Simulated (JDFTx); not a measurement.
# Geometry relaxation of K (part 1 of 2)

K (1 atom in the cell), computed with Kohn-Sham DFT of a periodic cell, PBE with D3, PseudoDojo-SR-PBE-0.5-standard, no spin polarisation (JDFTx 1.7.0 (patched build)).

The structure derives from a Materials Project entry.

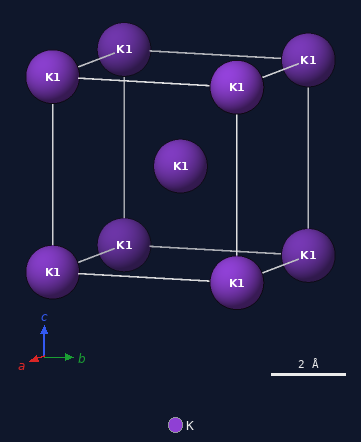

**Figure 1.** The structure as given in the input (ball-and-stick view of the cell 2 times as large as that of the calculation, set on its symmetry axes, seen slightly off an axis; atoms are numbered from 1 in the order of the input). An atom can appear more than once, as a periodic image.

The input
```
include K.lattice
coords-type Lattice
include K.ionpos

ion-species pseudo/K.upf
elec-cutoff 37
elec-ex-corr gga-PBE
van-der-waals D3
kpoint-folding 7 7 7
elec-smearing Fermi 0.0018374661
elec-n-bands 10
electronic-SCF nIterations 100 energyDiffThreshold 1e-09
electronic-minimize nIterations 30 energyDiffThreshold 1e-7
forces-output-coords Cartesian
lattice-minimize nIterations 40 energyDiffThreshold 1e-6

dump-name run.$VAR
dump End Ecomponents EigStats BandEigs Kpoints Forces Stress
```

File K.lattice
```
lattice \
   -5.0976468017     5.0976468017     5.0976468017 \
    5.0976468017    -5.0976468017     5.0976468017 \
    5.0976468017     5.0976468017    -5.0976468017
```

File K.ionpos
```
ion K      0.0000000000     0.0000000000     0.0000000000 1
```

Launch command:
```bash
jdftx -c 1 -i K.in -o K.out
```

Output
```
*************** JDFTx 1.7.0 (patched build) ***************

Input parsed successfully to the following command list (including defaults):
[... the input with its defaults ...]

---------- Setting up symmetries ----------

Found 48 point-group symmetries of the bravais lattice
Found 48 space-group symmetries with basis
Applied RMS atom displacement 0 bohrs to make symmetries exact.

---------- Initializing the Grid ----------
R =
[     -5.09765      5.09765      5.09765  ]
[      5.09765     -5.09765      5.09765  ]
[      5.09765      5.09765     -5.09765  ]
unit cell volume = 529.87
G =
[ -1.13072e-17   0.616283   0.616283  ]
[   0.616283 -1.13072e-17   0.616283  ]
[   0.616283   0.616283 -1.13072e-17  ]
Minimum fftbox size, Smin = [  52  52  52  ]
Chosen fftbox size, S = [  54  54  54  ]

---------- Exchange Correlation functional ----------
Initalized PBE GGA exchange.
Initalized PBE GGA correlation.

---------- Setting up pseudopotentials ----------
Width of ionic core gaussian charges (only for fluid interactions / plotting) set to 0

Reading pseudopotential file 'pseudo/K.upf':
  'K' pseudopotential, 'PBE' functional
  Generated using ONCVPSP code by D. R. Hamann
  9 valence electrons, 3 orbitals, 6 projectors, 1001 radial grid points, with lMax = 2
    3S    l: 0   occupation:  2.0   eigenvalue: -1.298836
    3P    l: 1   occupation:  6.0   eigenvalue: -0.691386
    4S    l: 0   occupation:  1.0   eigenvalue: -0.085223
  WARNING: large normalization error in atomic orbital 2s (integral: 0.980832).
  Core radius for overlap checks: 1.56 bohrs.

Initialized 1 species with 1 total atoms.

Folded 1 k-points by 7x7x7 to 343 k-points.

---------- Setting up k-points, bands, fillings ----------
Reduced to 20 k-points under symmetry.
Computing the number of bands and number of electrons
Calculating initial fillings.
nElectrons:   9.000000   nBands: 10   nStates: 20

----- Setting up reduced wavefunction bases (one per k-point) -----
average nbasis = 5695.548 , ideal nbasis = 5695.945

Initializing DFT-D3 calculator:
	Parameters set for gga-PBE functional
	s6:  1.000  s_r6:  1.217
	s8:  0.722  s_r8:  1.000
	Per-atom parameters loaded for:
	 K:  sqrtQ[a0]:  7.978  Rcov[a0]:  3.326  CN: [ 0.00 0.98 ]

---------- Setting up ewald sum ----------
Optimum gaussian width for ewald sums = 3.182861 bohr.
Real space sum over 2197 unit cells with max indices [  6  6  6  ]
Reciprocal space sum over 2197 terms with max indices [  6  6  6  ]

Computing DFT-D3 correction:
# coordination-number K 4.859
# diagonal-C6 K 338.02
EvdW_6 =   -0.000935
EvdW_8 =   -0.003569

---------- Allocating electronic variables ----------
Initializing wave functions:  linear combination of atomic orbitals
Note: number of bands (10) exceeds available atomic orbitals (5)
K pseudo-atom occupations:   s ( 2 1 )  p ( 6 )
	FillingsUpdate:  mu: +0.089915465  nElectrons: 9.000000
LCAOMinimize: Iter:   0  F: -28.3826878939167919  |grad|_K:  4.801e-05  alpha:  1.000e+00
	FillingsUpdate:  mu: +0.089928906  nElectrons: 9.000000
LCAOMinimize: Iter:   1  F: -28.3826899847489358  |grad|_K:  2.508e-06  alpha:  9.075e-01  linmin: -4.656e-03  cgtest:  4.308e-02
	FillingsUpdate:  mu: +0.089927756  nElectrons: 9.000000
LCAOMinimize: Iter:   2  F: -28.3826899909869255  |grad|_K:  1.092e-07  alpha:  9.916e-01  linmin:  1.837e-04  cgtest: -9.374e-03
	FillingsUpdate:  mu: +0.089927788  nElectrons: 9.000000
LCAOMinimize: Iter:   3  F: -28.3826899909976298  |grad|_K:  1.882e-09  alpha:  9.025e-01  linmin: -5.562e-02  cgtest:  4.406e-01
LCAOMinimize: Encountered beta<0, resetting CG.
LCAOMinimize: Converged (|Delta F|<1.000000e-06 for 2 iters).

--------- Lattice Minimization ---------

Computing DFT-D3 correction:
# coordination-number K 4.859
# diagonal-C6 K 338.02
EvdW_6 =   -0.000935
EvdW_8 =   -0.003569

-------- Electronic minimization -----------
Will mix electronic density at each iteration.
	FillingsUpdate:  mu: +0.089927788  nElectrons: 9.000000
	FillingsUpdate:  mu: +0.057662631  nElectrons: 9.000000
SCF: Cycle:  0   F: -28.399104583880444   dF: -1.641e-02   |Residual|: 3.006e-03   |deigs|: 1.631e-01
	FillingsUpdate:  mu: +0.056988171  nElectrons: 9.000000
SCF: Cycle:  1   F: -28.399313022062195   dF: -2.084e-04   |Residual|: 1.836e-03   |deigs|: 1.767e-02
	FillingsUpdate:  mu: +0.056532911  nElectrons: 9.000000
SCF: Cycle:  2   F: -28.399390251205681   dF: -7.723e-05   |Residual|: 8.581e-04   |deigs|: 7.914e-03
	FillingsUpdate:  mu: +0.056404142  nElectrons: 9.000000
SCF: Cycle:  3   F: -28.399416162189087   dF: -2.591e-05   |Residual|: 4.897e-04   |deigs|: 3.591e-03
	FillingsUpdate:  mu: +0.056339200  nElectrons: 9.000000
SCF: Cycle:  4   F: -28.399423764932404   dF: -7.603e-06   |Residual|: 6.821e-05   |deigs|: 1.982e-03
	FillingsUpdate:  mu: +0.056358048  nElectrons: 9.000000
SCF: Cycle:  5   F: -28.399425908627649   dF: -2.144e-06   |Residual|: 4.268e-05   |deigs|: 1.250e-03
	FillingsUpdate:  mu: +0.056352871  nElectrons: 9.000000
SCF: Cycle:  6   F: -28.399426673355595   dF: -7.647e-07   |Residual|: 2.118e-05   |deigs|: 1.062e-03
	FillingsUpdate:  mu: +0.056353618  nElectrons: 9.000000
SCF: Cycle:  7   F: -28.399426936664508   dF: -2.633e-07   |Residual|: 1.032e-05   |deigs|: 8.798e-04
	FillingsUpdate:  mu: +0.056353576  nElectrons: 9.000000
SCF: Cycle:  8   F: -28.399427007678330   dF: -7.101e-08   |Residual|: 1.084e-05   |deigs|: 7.240e-04
	FillingsUpdate:  mu: +0.056353080  nElectrons: 9.000000
SCF: Cycle:  9   F: -28.399427027449978   dF: -1.977e-08   |Residual|: 1.079e-05   |deigs|: 5.912e-04
	FillingsUpdate:  mu: +0.056353065  nElectrons: 9.000000
SCF: Cycle: 10   F: -28.399427031981617   dF: -4.532e-09   |Residual|: 1.155e-05   |deigs|: 5.166e-04
	FillingsUpdate:  mu: +0.056352661  nElectrons: 9.000000
SCF: Cycle: 11   F: -28.399427032668569   dF: -6.870e-10   |Residual|: 1.297e-05   |deigs|: 4.218e-04
	FillingsUpdate:  mu: +0.056356528  nElectrons: 9.000000
SCF: Cycle: 12   F: -28.399427033088141   dF: -4.196e-10   |Residual|: 9.846e-06   |deigs|: 3.194e-04
SCF: Converged (|Delta E|<1.000000e-09 for 2 iters).

Setting wave functions to eigenvectors of Hamiltonian

Computing DFT-D3 correction:
# coordination-number K 4.859
# diagonal-C6 K 338.02
EvdW_6 =   -0.000935
EvdW_8 =   -0.003569
# Lattice vectors:
R =
[     -5.09765      5.09765      5.09765  ]
[      5.09765     -5.09765      5.09765  ]
[      5.09765      5.09765     -5.09765  ]
unit cell volume = 529.87

# Strain tensor in Cartesian coordinates:
[            0            0            0  ]
[            0            0            0  ]
[            0            0            0  ]

# Stress tensor in Cartesian coordinates [Eh/a0^3]:
[  1.22835e-05            0            0  ]
[            0  1.22835e-05            0  ]
[            0            0  1.22835e-05  ]

# Ionic positions in lattice coordinates:
ion K   0.000000000000000   0.000000000000000   0.000000000000000 1

# Forces in Cartesian coordinates:
force K   0.000000000000000   0.000000000000000   0.000000000000000 1

# Energy components:
   Eewald =      -14.4565679458164880
       EH =        9.7618482002867371
     Eloc =      -33.4607564057982998
      Enl =        4.2301409023958350
     EvdW =       -0.0045038154817009
      Exc =       -6.3521573007821619
 Exc_core =        1.6601621435780731
       KE =       10.2226705882390956
-------------------------------------
     Etot =      -28.3991636333789046
       TS =        0.0002633997092361
-------------------------------------
        F =      -28.3994270330881413

LatticeMinimize: Iter:   0  F: -28.399427033088141  |grad|_K:  1.393e-03

#--- Lowdin population analysis ---
# oxidation-state K +0.030

Computing DFT-D3 correction:
# coordination-number K 4.863
# diagonal-C6 K 338.02
EvdW_6 =   -0.000935
EvdW_8 =   -0.003569

-------- Electronic minimization -----------
Will mix electronic density at each iteration.
	FillingsUpdate:  mu: +0.056356528  nElectrons: 9.000000
	FillingsUpdate:  mu: +0.056397133  nElectrons: 9.000000
SCF: Cycle:  0   F: -28.399428874178152   dF: -2.777e-07   |Residual|: 2.770e-06   |deigs|: 1.349e-04
	FillingsUpdate:  mu: +0.056397216  nElectrons: 9.000000
SCF: Cycle:  1   F: -28.399428971744488   dF: -9.757e-08   |Residual|: 2.644e-06   |deigs|: 8.442e-05
	FillingsUpdate:  mu: +0.056397248  nElectrons: 9.000000
SCF: Cycle:  2   F: -28.399428972017080   dF: -2.726e-10   |Residual|: 3.318e-06   |deigs|: 6.119e-05
	FillingsUpdate:  mu: +0.056397211  nElectrons: 9.000000
SCF: Cycle:  3   F: -28.399428972186076   dF: -1.690e-10   |Residual|: 6.222e-06   |deigs|: 1.085e-04
SCF: Converged (|Delta E|<1.000000e-09 for 2 iters).

Setting wave functions to eigenvectors of Hamiltonian

Computing DFT-D3 correction:
# coordination-number K 4.863
# diagonal-C6 K 338.02
EvdW_6 =   -0.000935
EvdW_8 =   -0.003569
LatticeMinimize: 	Wolfe criterion not satisfied: alpha: 1  (E-E0)/|gdotd0|: -0.999096  gdotd/gdotd0: 0.994827 (taking cubic step)

Computing DFT-D3 correction:
# coordination-number K 4.871
# diagonal-C6 K 338.02
EvdW_6 =   -0.000936
EvdW_8 =   -0.003571

-------- Electronic minimization -----------
Will mix electronic density at each iteration.
	FillingsUpdate:  mu: +0.056397211  nElectrons: 9.000000
	FillingsUpdate:  mu: +0.056479969  nElectrons: 9.000000
SCF: Cycle:  0   F: -28.399432793763911   dF: -1.465e-06   |Residual|: 4.076e-06   |deigs|: 8.838e-05
	FillingsUpdate:  mu: +0.056480161  nElectrons: 9.000000
SCF: Cycle:  1   F: -28.399432831398229   dF: -3.763e-08   |Residual|: 2.719e-06   |deigs|: 3.799e-05
	FillingsUpdate:  mu: +0.056480413  nElectrons: 9.000000
SCF: Cycle:  2   F: -28.399432833065582   dF: -1.667e-09   |Residual|: 1.302e-06   |deigs|: 2.685e-05
	FillingsUpdate:  mu: +0.056480538  nElectrons: 9.000000
SCF: Cycle:  3   F: -28.399432833212391   dF: -1.468e-10   |Residual|: 7.317e-07   |deigs|: 4.801e-05
	FillingsUpdate:  mu: +0.056480583  nElectrons: 9.000000
SCF: Cycle:  4   F: -28.399432833246447   dF: -3.406e-11   |Residual|: 3.303e-07   |deigs|: 3.657e-05
SCF: Converged (|Delta E|<1.000000e-09 for 2 iters).

Setting wave functions to eigenvectors of Hamiltonian

Computing DFT-D3 correction:
# coordination-number K 4.871
# diagonal-C6 K 338.02
EvdW_6 =   -0.000936
EvdW_8 =   -0.003571
LatticeMinimize: 	Wolfe criterion not satisfied: alpha: 3  (E-E0)/|gdotd0|: -2.98846  gdotd/gdotd0: 0.991757 (taking cubic step)

Computing DFT-D3 correction:
# coordination-number K 4.887
# diagonal-C6 K 338.02
EvdW_6 =   -0.000936
EvdW_8 =   -0.003573

-------- Electronic minimization -----------
Will mix electronic density at each iteration.
	FillingsUpdate:  mu: +0.056480583  nElectrons: 9.000000
	FillingsUpdate:  mu: +0.056646145  nElectrons: 9.000000
SCF: Cycle:  0   F: -28.399440473374682   dF: -6.021e-06   |Residual|: 9.846e-06   |deigs|: 3.260e-05
	FillingsUpdate:  mu: +0.056646453  nElectrons: 9.000000
SCF: Cycle:  1   F: -28.399440476686141   dF: -3.311e-09   |Residual|: 6.065e-06   |deigs|: 1.429e-05
	FillingsUpdate:  mu: +0.056647010  nElectrons: 9.000000
SCF: Cycle:  2   F: -28.399440484222193   dF: -7.536e-09   |Residual|: 2.219e-06   |deigs|: 2.656e-05
	FillingsUpdate:  mu: +0.056647136  nElectrons: 9.000000
SCF: Cycle:  3   F: -28.399440484365766   dF: -1.436e-10   |Residual|: 1.360e-06   |deigs|: 2.314e-05
	FillingsUpdate:  mu: +0.056647320  nElectrons: 9.000000
SCF: Cycle:  4   F: -28.399440484472134   dF: -1.064e-10   |Residual|: 3.470e-07   |deigs|: 2.399e-05
SCF: Converged (|Delta E|<1.000000e-09 for 2 iters).

Setting wave functions to eigenvectors of Hamiltonian

Computing DFT-D3 correction:
# coordination-number K 4.887
# diagonal-C6 K 338.02
EvdW_6 =   -0.000936
EvdW_8 =   -0.003573
LatticeMinimize: 	Wolfe criterion not satisfied: alpha: 7  (E-E0)/|gdotd0|: -6.93065  gdotd/gdotd0: 0.979281 (taking cubic step)

Computing DFT-D3 correction:
# coordination-number K 4.920
# diagonal-C6 K 338.02
EvdW_6 =   -0.000938
EvdW_8 =   -0.003579

-------- Electronic minimization -----------
Will mix electronic density at each iteration.
	FillingsUpdate:  mu: +0.056647320  nElectrons: 9.000000
	FillingsUpdate:  mu: +0.056979007  nElectrons: 9.000000
SCF: Cycle:  0   F: -28.399455482223235   dF: -2.422e-05   |Residual|: 2.031e-05   |deigs|: 3.682e-05
	FillingsUpdate:  mu: +0.056979800  nElectrons: 9.000000
SCF: Cycle:  1   F: -28.399455497621275   dF: -1.540e-08   |Residual|: 1.268e-05   |deigs|: 1.463e-05
	FillingsUpdate:  mu: +0.056981175  nElectrons: 9.000000
SCF: Cycle:  2   F: -28.399455505150833   dF: -7.530e-09   |Residual|: 2.544e-06   |deigs|: 2.276e-05
	FillingsUpdate:  mu: +0.056981298  nElectrons: 9.000000
SCF: Cycle:  3   F: -28.399455505835423   dF: -6.846e-10   |Residual|: 1.509e-06   |deigs|: 1.100e-05
	FillingsUpdate:  mu: +0.056981457  nElectrons: 9.000000
SCF: Cycle:  4   F: -28.399455506087651   dF: -2.522e-10   |Residual|: 4.143e-07   |deigs|: 1.609e-05
SCF: Converged (|Delta E|<1.000000e-09 for 2 iters).

Setting wave functions to eigenvectors of Hamiltonian

Computing DFT-D3 correction:
# coordination-number K 4.920
# diagonal-C6 K 338.02
EvdW_6 =   -0.000938
EvdW_8 =   -0.003579
LatticeMinimize: 	Wolfe criterion not satisfied: alpha: 15  (E-E0)/|gdotd0|: -14.6704  gdotd/gdotd0: 0.955149 (taking cubic step)

Computing DFT-D3 correction:
# coordination-number K 4.985
# diagonal-C6 K 338.02
EvdW_6 =   -0.000940
EvdW_8 =   -0.003589

-------- Electronic minimization -----------
Will mix electronic density at each iteration.
	FillingsUpdate:  mu: +0.056981457  nElectrons: 9.000000
	FillingsUpdate:  mu: +0.057647561  nElectrons: 9.000000
SCF: Cycle:  0   F: -28.399484458165677   dF: -9.790e-05   |Residual|: 4.709e-05   |deigs|: 8.623e-05
	FillingsUpdate:  mu: +0.057649265  nElectrons: 9.000000
SCF: Cycle:  1   F: -28.399484466633758   dF: -8.468e-09   |Residual|: 2.688e-05   |deigs|: 1.204e-05
	FillingsUpdate:  mu: +0.057651826  nElectrons: 9.000000
SCF: Cycle:  2   F: -28.399484479301254   dF: -1.267e-08   |Residual|: 1.018e-05   |deigs|: 1.704e-05
	FillingsUpdate:  mu: +0.057651820  nElectrons: 9.000000
SCF: Cycle:  3   F: -28.399484480201988   dF: -9.007e-10   |Residual|: 1.169e-05   |deigs|: 1.397e-05
	FillingsUpdate:  mu: +0.057651734  nElectrons: 9.000000
SCF: Cycle:  4   F: -28.399484480645079   dF: -4.431e-10   |Residual|: 1.320e-05   |deigs|: 1.293e-05
SCF: Converged (|Delta E|<1.000000e-09 for 2 iters).

Setting wave functions to eigenvectors of Hamiltonian

Computing DFT-D3 correction:
# coordination-number K 4.985
# diagonal-C6 K 338.02
EvdW_6 =   -0.000940
EvdW_8 =   -0.003589
# Lattice vectors:
R =
[     -5.08195      5.08195      5.08195  ]
[      5.08195     -5.08195      5.08195  ]
[      5.08195      5.08195     -5.08195  ]
unit cell volume = 524.992

# Strain tensor in Cartesian coordinates:
[  -0.00307829            0            0  ]
[            0  -0.00307829            0  ]
[            0            0  -0.00307829  ]

# Stress tensor in Cartesian coordinates [Eh/a0^3]:
[  1.13901e-05            0            0  ]
[            0  1.13901e-05            0  ]
[            0            0  1.13901e-05  ]

# Ionic positions in lattice coordinates:
ion K   0.000000000000000   0.000000000000000   0.000000000000000 1

# Forces in Cartesian coordinates:
force K  -0.000000000000000  -0.000000000000000  -0.000000000000000 1
```
